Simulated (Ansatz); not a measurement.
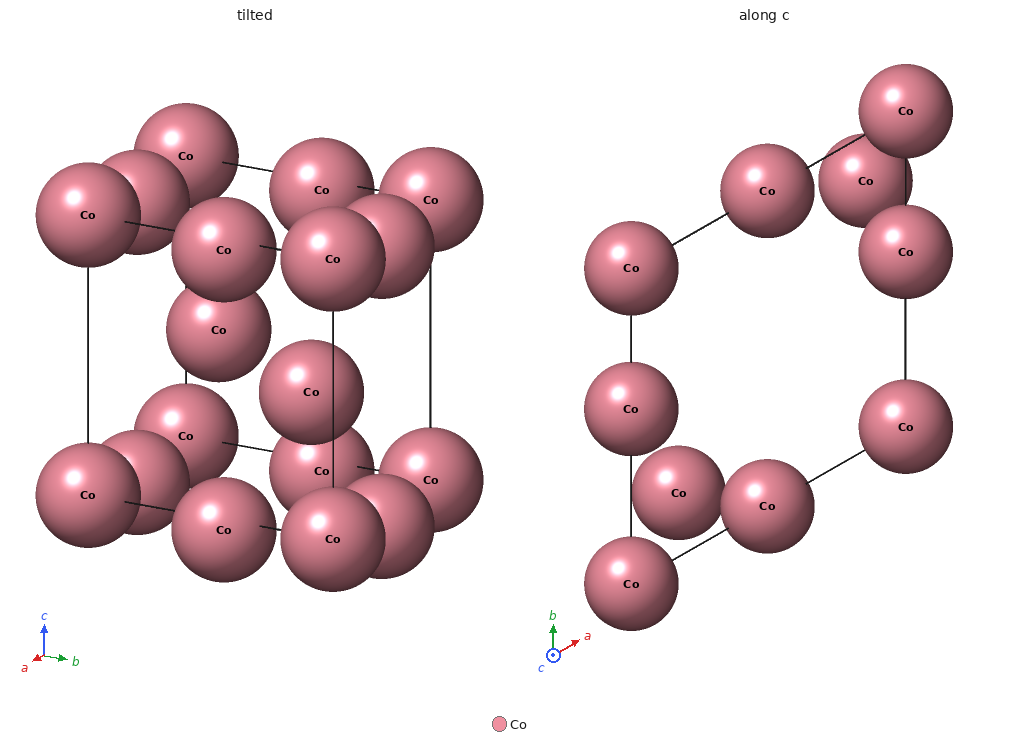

The image is a spheres-only drawing of a crystal, viewed slightly off an axis and along the c axis. The frame is the simulation cell; atoms at its boundary are shown with their periodic copies.

The element is cobalt. Its symmetry is the lowest possible, P1. The cell holds five atoms.

Note that this is a known structure type with an atom taken out, added or moved, with the atoms shaken, and that it hasn't been relaxed. It was run through Ansatz as a DFT input.

At this level of theory the cell isn't at rest (stretched, at -14 GPa and forces up to 1.5 eV/Å), so its distances can differ from those at equilibrium, the more so the softer the solid.
